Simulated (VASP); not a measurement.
**Geometry relaxation of Ta (part 2 of 3)**

Continued. System: Ta (2 atoms in the cell). Method: Kohn-Sham DFT of a periodic cell, PBE, VASP PAW PBE potentials, recommended, no spin polarisation (VASP 6.6.1); cutoff 600 eV, 6×6×4 k-mesh, Gaussian smearing of 0.1 eV. The structure was built on a prototype by a generator; it need not be a known phase. It belongs to a series of runs on one base structure; here: random cell with space group P6/mmm (No. 191).

Geometry of the input (Å; fractional positions):
```
3.1999  0.0000  0.0000
-1.5999  2.7712  0.0000
0.0000  0.0000  4.5223
Ta 0.0000  0.0000  0.2640
Ta 0.0000  0.0000  0.7360
```

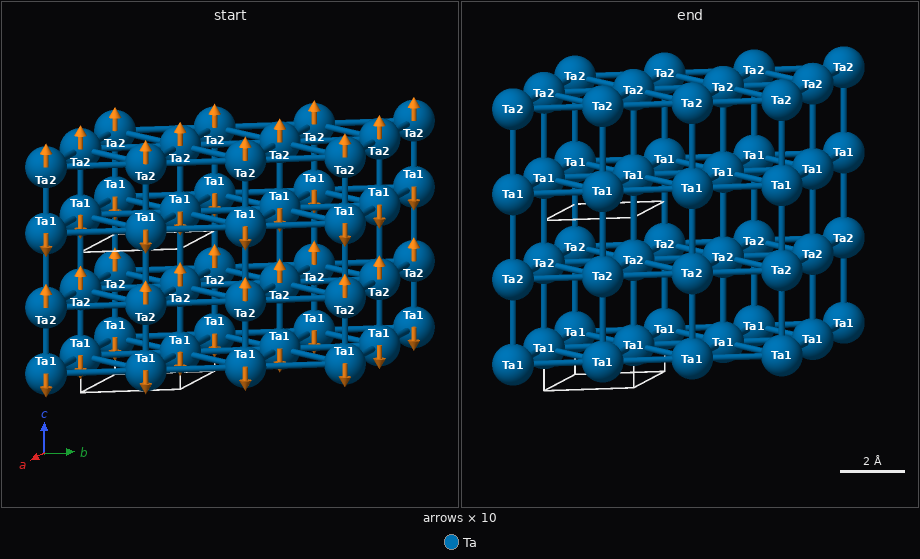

**Figure 1.** Before (left) and after (right) the relaxation, at one scale (ball-and-stick view of the cell of the calculation, repeated 2 × 3 × 2, seen slightly off an axis). The orange arrows give the displacements (without the part carried along by the change of the cell), magnified 10 times. Over 15 geometry steps the energy falls by 1356 meV per atom. Largest force component: 6.4 eV/Å at the start, 0.0072 eV/Å at the end. The largest moves relative to the cell, 0.077 Å, are those of Ta1 and Ta2. The volume changes by −1.9 %, with a = b 3.200 → 2.877 Å (−10.1 %), c 4.522 → 5.486 Å (+21.3 %). Among the contacts that change: Ta1–Ta2 2.134 → 2.743 Å, Ta1–Ta1 3.200 → 2.877 Å. The space group stays P6/mmm (No. 191). (Atoms are counted from 1 in the order of the input.)

**Parts of OUTCAR**
```
SYSTEM = Ta
   PREC = Accurate
   ENCUT = 600
   EDIFF = 1E-6
   ISMEAR = 0
   LREAL = .False.
   LASPH = .True.
   NELM = 100
   ISIF = 3
   GGA = PE
   IBRION = 2
   NSW = 90
   EDIFFG = -0.04

 ion  position               nearest neighbor table
   1  0.000  0.000  0.264-   2 2.13   2 2.39
   2  0.000  0.000  0.736-   1 2.13   1 2.39

  LATTYP: Found a hexagonal cell.
 ALAT       =     3.1998980227
 C/A-ratio  =     1.4132719618

  Lattice vectors:

 A1 = (   3.1998980227,   0.0000000000,   0.0000000000)
 A2 = (  -1.5999490114,   2.7711929772,   0.0000000000)
 A3 = (   0.0000000000,   0.0000000000,   4.5223261560)

Analysis of symmetry for initial positions (statically):
=====================================================================
 Subroutine PRICEL returns:
 Original cell was already a primitive cell.

 Routine SETGRP: Setting up the symmetry group for a
 hexagonal supercell.

 Subroutine GETGRP returns: Found 24 space group operations
 (whereof 24 operations were pure point group operations)
 out of a pool of 24 trial point group operations.

The static configuration has the point symmetry D_6h.

Analysis of symmetry for dynamics (positions and initial velocities):
=====================================================================
 Subroutine PRICEL returns:
 Original cell was already a primitive cell.

 Routine SETGRP: Setting up the symmetry group for a
 hexagonal supercell.

 Subroutine GETGRP returns: Found 24 space group operations
 (whereof 24 operations were pure point group operations)
 out of a pool of 24 trial point group operations.

The dynamic configuration has the point symmetry D_6h.

 Subroutine INISYM returns: Found 24 space group operations
 (whereof 24 operations are pure point group operations),
 and found     1 'primitive' translations

----------------------------------------------------------------------------------------

                                     Primitive cell

  volume of cell :      40.1019

  direct lattice vectors                    reciprocal lattice vectors
     3.199898023  0.000000000  0.000000000     0.312509959  0.180427709  0.000000000
    -1.599949011  2.771192977  0.000000000     0.000000000  0.360855418  0.000000000
     0.000000000  0.000000000  4.522326156     0.000000000  0.000000000  0.221125139

  length of vectors
     3.199898023  3.199898023  4.522326156     0.360855418  0.360855418  0.221125139

  position of ions in fractional coordinates (direct lattice)
     0.000000000  0.000000000  0.264010000
     0.000000000  0.000000000  0.735990000

  ion indices of the primitive-cell ions
   primitive index   ion index
                 1           1
                 2           2

----------------------------------------------------------------------------------------

 KPOINTS: Automatic mesh

Automatic generation of k-mesh.
 Grid dimensions read from file:
 generate k-points for:    6    6    4

 Generating k-lattice:

  Cartesian coordinates                     Fractional coordinates (reciprocal lattice)
     0.052084993  0.030071285  0.000000000     0.166666667  0.000000000  0.000000000
     0.000000000  0.060142570  0.000000000     0.000000000  0.166666667  0.000000000
     0.000000000  0.000000000  0.055281285     0.000000000  0.000000000  0.250000000

  Length of vectors
     0.060142570  0.060142570  0.055281285

  Shift w.r.t. Gamma in fractional coordinates (k-lattice)
     0.000000000  0.000000000  0.000000000

 Subroutine IBZKPT returns following result:
 ===========================================

 Found     21 irreducible k-points:

 Following reciprocal coordinates:
            Coordinates               Weight
  0.000000  0.000000  0.000000      1.000000
  0.166667 -0.000000  0.000000      6.000000
  0.333333  0.000000  0.000000      6.000000
  0.500000 -0.000000  0.000000      3.000000
  0.166667  0.166667  0.000000      6.000000
  0.333333  0.166667  0.000000     12.000000
  0.333333  0.333333  0.000000      2.000000
  0.000000  0.000000  0.250000      2.000000
  0.166667 -0.000000  0.250000     12.000000
  0.333333  0.000000  0.250000     12.000000
  0.500000 -0.000000  0.250000      6.000000
  0.166667  0.166667  0.250000     12.000000
  0.333333  0.166667  0.250000     24.000000
  0.333333  0.333333  0.250000      4.000000
  0.000000  0.000000  0.500000      1.000000
  0.166667 -0.000000  0.500000      6.000000
  0.333333  0.000000  0.500000      6.000000
  0.500000 -0.000000  0.500000      3.000000
  0.166667  0.166667  0.500000      6.000000
  0.333333  0.166667  0.500000     12.000000
  0.333333  0.333333  0.500000      2.000000
   k-points           NKPTS =     21   k-points in BZ     NKDIM =     21   number of bands    NBANDS=     15
   number of dos      NEDOS =    301   number of ions     NIONS =      2
   total plane-waves  NPLWV =  28224
   dimension x,y,z NGX =    28 NGY =   28 NGZ =   36
   dimension x,y,z NGXF=    56 NGYF=   56 NGZF=   72
   ions per type =               2
   NGX,Y,Z   is equivalent  to a cutoff of  14.55, 14.55, 13.23 a.u.
   NGXF,Y,Z  is equivalent  to a cutoff of  29.09, 29.09, 26.47 a.u.
 SYSTEM =  Ta
   PREC   = accura    normal or accurate (medium, high low for compatibility)
   ISTART =      0    job   : 0-new  1-cont  2-samecut
   ICHARG =      2    charge: 1-file 2-atom 10-const
   ISPIN  =      1    spin polarized calculation?
   LNONCOLLINEAR =      F non collinear calculations
   LSORBIT =      F    spin-orbit coupling
   LASPH  =      T    aspherical Exc in radial PAW
   ENCUT  =  600.0 eV  44.10 Ry    6.64 a.u.   6.39  6.39  9.03*2*pi/ulx,y,z
   NELM   =    100;   NELMIN=  2; NELMDL= -5     # of ELM steps
   EDIFF  = 0.1E-05   stopping-criterion for ELM
   LREAL  =      F    real-space projection
   EDIFFG = -.4E-01   stopping-criterion for IOM
   NSW    =     90    number of steps for IOM
   IBRION =      2    ionic relax: 0-MD 1-quasi-New 2-CG
   NFREE  =      1    steps in history (QN), initial steepest desc. (CG)
   ISIF   =      3    stress and relaxation
   ISYM   =      2    0-nonsym 1-usesym 2-fastsym
   POTIM  = 0.5000    time-step for ionic-motion
   TEBEG  =    0.0;   TEEND  =   0.0 temperature during run
   PSTRESS=    0.0 pullay stress
   NELECT =      22.0000    total number of electrons
   NUPDOWN=      -1.0000    fix difference up-down
   EMIN   =  10.00;   EMAX   =-10.00  energy-range for DOS
   EFERMI =   0.00;   METHOD = LEGACY
   ISMEAR =     0;   SIGMA  =   0.10  broadening in eV -4-tet -1-fermi 0-gaus
   EFERMI_NEDOS =   21; number of points for ismear=-14 and -15
   IALGO  =     38    algorithm
   IMIX   =      4    mixing-type and parameters
     AMIX     =   0.40;   BMIX     =  1.00
     AMIX_MAG =   1.60;   BMIX_MAG =  1.00
  volume/ion in A,a.u.               =      20.05       135.31
  Fermi-wavevector in a.u.,A,eV,Ry     =   1.340173  2.532559 24.436922  1.796063
  Thomas-Fermi vector in A             =   2.468507
   LORBIT       =      0    0 simple, 1 ext, 2 COOP (PROOUT), +10 PAW based schemes
   GGA     = PE    functional components
   LHFCALC =     F    Hartree Fock is set to
   AEXX    =    0.0000 exact exchange contribution
   IVDW    =     0    specifies the selected vdW correction
   LEPSILON=     F    determine dielectric tensor
   LRPA    =     F    only Hartree local field effects (RPA)
 conjugate gradient relaxation of ions
 non-spin polarized calculation
 Gauss-broadening in eV      SIGMA  =   0.10
  energy-cutoff  :      600.00
  volume of cell :       40.10
 maximum number of plane-waves:      1362
 NGX is ok and might be reduce to    28
   NGX = 13   NGY = 13   NGZ = 19

--------------------------------------- Ionic step        1  -------------------------------------------

 number of electron      21.9999998 magnetization

 Free energy of the ion-electron system (eV)
  ---------------------------------------------------
  ext. energy  EPLUGINS =         0.00000000
  ---------------------------------------------------
  free energy    TOTEN  =       -19.67318173 eV

  energy without entropy =      -19.66945849  energy(sigma->0) =      -19.67132011

------------------------ aborting loop because EDIFF is reached ----------------------------------------

  FORCE on cell =-STRESS in cart. coord.  units (eV):
  Direction    XX          YY          ZZ          XY          YZ          ZX
  --------------------------------------------------------------------------------------
  -------------------------------------------------------------------------------------
  Total       -3.0334948     -3.0334948     21.3249041      0.0000000      0.0000000     -0.0000000
  in kB     -121.1962136   -121.1962136    851.9868284      0.0000000      0.0000000     -0.0000000
  external PRESSURE =     203.1981337 kB  Pullay stress =       0.0000000 kB

 VOLUME and BASIS-vectors are now :
 -----------------------------------------------------------------------------
  energy-cutoff  :      600.00
  volume of cell :       40.10
      direct lattice vectors                 reciprocal lattice vectors
     3.199898023  0.000000000  0.000000000     0.312509959  0.180427709  0.000000000
    -1.599949011  2.771192977  0.000000000     0.000000000  0.360855418  0.000000000
     0.000000000  0.000000000  4.522326156     0.000000000  0.000000000  0.221125139

 POSITION                                       TOTAL-FORCE (eV/Angst)
 -----------------------------------------------------------------------------------
      0.00000      0.00000      1.19394        -0.000000     -0.000000     -6.431321
      0.00000      0.00000      3.32839         0.000000      0.000000      6.431321
 -----------------------------------------------------------------------------------
    total drift:                               -0.000000     -0.000000      0.000000

  FREE ENERGIE OF THE ION-ELECTRON SYSTEM (eV)
  ---------------------------------------------------
  free  energy   TOTEN  =       -19.6731817317 eV

  energy  without entropy=      -19.6694584941  energy(sigma->0) =      -19.67132011

--------------------------------------- Ionic step        2  -------------------------------------------

 number of electron      22.0000012 magnetization

------------------------ aborting loop because EDIFF is reached ----------------------------------------

  FORCE on cell =-STRESS in cart. coord.  units (eV):
  Direction    XX          YY          ZZ          XY          YZ          ZX
  --------------------------------------------------------------------------------------
  -------------------------------------------------------------------------------------
  Total       -3.7505020     -3.7505020     -2.4493277      0.0000000     -0.0000000     -0.0000000
  in kB     -115.1862224   -115.1862224    -75.2242785      0.0000000     -0.0000000     -0.0000000
  external PRESSURE =    -101.8655745 kB  Pullay stress =       0.0000000 kB

 VOLUME and BASIS-vectors are now :
 -----------------------------------------------------------------------------
  energy-cutoff  :      600.00
  volume of cell :       52.17
      direct lattice vectors                 reciprocal lattice vectors
     2.965755338  0.000000000 -0.000000000     0.337182230  0.194672252  0.000000000
    -1.482877669  2.568419464  0.000000000    -0.000000000  0.389344503 -0.000000000
    -0.000000000  0.000000000  6.848542835     0.000000000 -0.000000000  0.146016463

 POSITION                                       TOTAL-FORCE (eV/Angst)
 -----------------------------------------------------------------------------------
      1.48288      2.56842      1.33822        -0.000000      0.000000      0.914785
     -0.00000      0.00000      5.51032         0.000000     -0.000000     -0.914785
 -----------------------------------------------------------------------------------
    total drift:                               -0.000000      0.000000      0.000000

  FREE ENERGIE OF THE ION-ELECTRON SYSTEM (eV)
  ---------------------------------------------------
  free  energy   TOTEN  =       -20.6389284518 eV

  energy  without entropy=      -20.6186397374  energy(sigma->0) =      -20.62878409

--------------------------------------- Ionic step        3  -------------------------------------------

 number of electron      22.0000007 magnetization

------------------------ aborting loop because EDIFF is reached ----------------------------------------

  FORCE on cell =-STRESS in cart. coord.  units (eV):
  Direction    XX          YY          ZZ          XY          YZ          ZX
  --------------------------------------------------------------------------------------
  -------------------------------------------------------------------------------------
  Total       -4.0864486     -4.0864486     -2.3419680      0.0000000      0.0000000      0.0000000
  in kB     -127.3132015   -127.3132015    -72.9639523      0.0000000      0.0000000      0.0000000
  external PRESSURE =    -109.1967851 kB  Pullay stress =       0.0000000 kB

 VOLUME and BASIS-vectors are now :
 -----------------------------------------------------------------------------
  energy-cutoff  :      600.00
  volume of cell :       51.43
      direct lattice vectors                 reciprocal lattice vectors
     2.983701812  0.000000000 -0.000000000     0.335154135  0.193501330  0.000000000
    -1.491850906  2.583961567  0.000000000    -0.000000000  0.387002660 -0.000000000
    -0.000000000  0.000000000  6.670243916     0.000000000 -0.000000000  0.149919555

 POSITION                                       TOTAL-FORCE (eV/Angst)
 -----------------------------------------------------------------------------------
     -0.00000      0.00000      1.32655        -0.000000      0.000000      1.237042
      2.98370      0.00000      5.34370         0.000000     -0.000000     -1.237042
 -----------------------------------------------------------------------------------
    total drift:                                0.000000      0.000000     -0.000000

  FREE ENERGIE OF THE ION-ELECTRON SYSTEM (eV)
  ---------------------------------------------------
  free  energy   TOTEN  =       -20.7057011554 eV

  energy  without entropy=      -20.6858102901  energy(sigma->0) =      -20.69575572

 E-fermi :   3.1390     XC(G=0): -10.7223     alpha+bet : -9.4555

 val. band max:        3.0850104593   @ k =   0.1667   0.1667   0.5000
 cond. band min:       3.1619066896   @ k =   0.3333   0.0000   0.2500
 fundamental gap:      0.0768962303
 Fermi energy:         3.1390099303

 k-point     1 :       0.0000    0.0000    0.0000
  band No.  band energies     occupation
      1     -31.5999      2.00000
      2     -30.8099      2.00000
      3     -30.8099      2.00000
      4     -30.7767      2.00000
      5     -30.7286      2.00000
      6     -30.7286      2.00000
      7      -3.6847      2.00000
      8      -1.3310      2.00000
      9       1.0862      2.00000
     10       2.7071      2.00000
     11       3.7697      0.00000
     12       3.7697      0.00000
     13       4.3658      0.00000
     14       4.3658      0.00000
     15       5.7478      0.00000
```
